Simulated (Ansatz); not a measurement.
# Si31Ge (cell charge −1, with a compensating background) (cell with a defect): what the fields show

Input

```
crystal:
  lattice:
    - [-5.433834161, 5.433834161, -5.433834161]
    - [5.433834161, -5.433834161, -5.433834161]
    - [-5.433834161, -5.433834161, 5.433834161]
  atoms:
    - { symbol: Ge, position: [-0.002000711, 0.4961454718, 0.7454556774], spin: 0.2 }
    - { symbol: Si, position: [0.7497517739, 0.4997543973, -0.0001495952] }
    - { symbol: Si, position: [0.5001707833, 0.4996210641, 0.249089381] }
    - { symbol: Si, position: [0.2506577774, 0.2489375312, 0.7491866465] }
    - { symbol: Si, position: [0.2508334311, 0.4997586733, 0.4987766305] }
    - { symbol: Si, position: [0.0002121078, 0.249092935, -0.0002096778] }
    - { symbol: Si, position: [0.7496301867, 0.2490090531, 0.2480420979] }
    - { symbol: Si, position: [0.5001839973, -0.0003435942, 0.7491063494] }
    - { symbol: Si, position: [0.4990484888, 0.2491272079, 0.4987631104] }
    - { symbol: Si, position: [0.250891144, 0.0008070495, -7.05182e-05] }
    - { symbol: Si, position: [0.0001701452, -0.0003340648, 0.2490975957] }
    - { symbol: Si, position: [0.7495488582, 0.7499888382, 0.7491436529] }
    - { symbol: Si, position: [0.7498877132, -0.001331043, 0.4989413368] }
    - { symbol: Si, position: [0.5013107242, 0.7502786919, -0.0001031648] }
    - { symbol: Si, position: [0.2507888153, 0.7501590587, 0.2502243685] }
    - { symbol: Si, position: [0.0001690154, 0.7501119953, 0.4986212277] }
    - { symbol: Si, position: [0.256717871, 0.756261099, 0.0037000194], spin: 0.2 }
    - { symbol: Si, position: [0.0003272776, 0.7500761935, 0.2489965484] }
    - { symbol: Si, position: [0.7498487147, 0.7489575717, 0.4988776047] }
    - { symbol: Si, position: [0.4998733619, 0.4996103035, -0.0006243319] }
    - { symbol: Si, position: [0.4999715066, 0.7500641538, 0.7493656077] }
    - { symbol: Si, position: [0.2505323449, 0.4996340345, 0.2489706727] }
    - { symbol: Si, position: [-0.0001247486, 0.4971869125, 0.4892700948], spin: 0.2 }
    - { symbol: Si, position: [0.7498625401, 0.2493401959, -0.0014344353] }
    - { symbol: Si, position: [0.7453485362, 0.4966007747, 0.7489072097], spin: 0.2 }
    - { symbol: Si, position: [0.5005990916, 0.2503519496, 0.2496709033] }
    - { symbol: Si, position: [0.249500204, 0.2493388639, 0.4989122565] }
    - { symbol: Si, position: [0.0001625819, -0.0007394128, -0.0006466185] }
    - { symbol: Si, position: [0.0031612081, 0.2486018389, 0.7510652734], spin: 0.2 }
    - { symbol: Si, position: [0.7508575416, -5.22104e-05, 0.2496704326] }
    - { symbol: Si, position: [0.5005473685, -6.57451e-05, 0.4997198158] }
    - { symbol: Si, position: [0.250486191, -0.000766712, 0.7492544124] }
  host:
    lattice:
      - [0.0, 2.7169170805, 2.7169170805]
      - [2.7169170805, 0.0, 2.7169170805]
      - [2.7169170805, 2.7169170805, 0.0]
    atoms:
      - { symbol: Si, position: [0.25, 0.25, 0.25] }
      - { symbol: Si, position: [0.0, 0.0, 0.0] }
total_charge: -1
basis:
  ecutwfc: 420
  xc_grid: 2
kpoints:
  mp_grid: { grid: [3, 3, 3], shift: [0.0, 0.0, 0.0] }
hamiltonian:
  xc: pbesol
scf:
  occupations: { method: gaussian, width: 0.02 }
output:
  forces: true
  stress: false
  eigenvalues: true
  populations: true
  charged_corrections:
    defect_position: [0.0, 0.5, 0.75]
    epsilon: [[13.2922, 0.0, 0.0], [0.0, 13.2922, 0.0], [0.0, 0.0, 13.2922]]
  write_density: true
  write_potential: true
  elf: true
  volumetric_format: npy
magnetization:
  spin_polarized: true
relax:
  adjacent_minimum: "off"
  f_tol: 0.025
  max_steps: 45
```

Command:

```sh
ansatz run input.yaml --threads 4 --pin off --max-ram 10240MiB --backend cpu --events-out ev --progress --plain --runs-dir out
```

The fields are those of the run's last geometry, not of the input's.

The program warned that a starting moment wasn't kept; spin-polarised, but the moments vanished.

All numbers below come from Ansatz, DFT PBEsol, scalar-relativistic, plane waves, PAW.

Core electrons are frozen (PAW), and the valence fields are smoothed inside the atomic spheres.

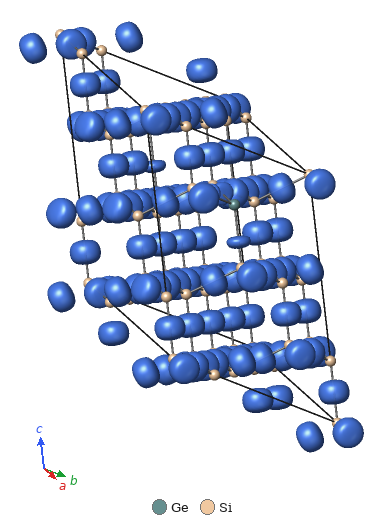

Figure 1. Isosurface of the ELF at 0.85 (blue), seen slightly off an axis. Only the valence region is drawn (cores and ρ < 0.01 e/Å³ removed). Sticks mark near contacts.

> Describe the localisation domains.

At this value the surface marks out four regions between bonded Ge–Si atoms and 60 regions between bonded Si–Si atoms, counted in one cell of 32 atoms. Any copies at cell faces, edges or corners count once. Along the contacts the grid gives the following. Si–Si (2.35 Å): the ELF peaks at about 0.95 between the atoms. Si–Ge (2.39 Å): the ELF peaks at about 0.90 between the atoms.

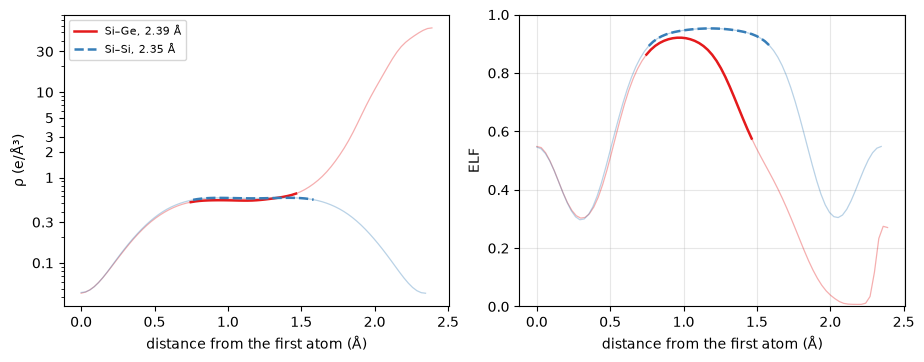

Figure 2. Valence pseudo-density and ELF along straight lines between neighbouring atoms. Thin, pale parts lie inside the atomic spheres.

> Compare the contacts.

Si–Ge (2.39 Å): ρ is about 0.54 e/Å³ halfway; the ELF peaks at about 0.90 between the atoms.
Si–Si (2.35 Å): ρ is about 0.57 e/Å³ halfway; the ELF peaks at about 0.95 between the atoms.

> Metal or insulator at this level of theory?

It is metallic or semimetallic at this level of theory: no gap opens.
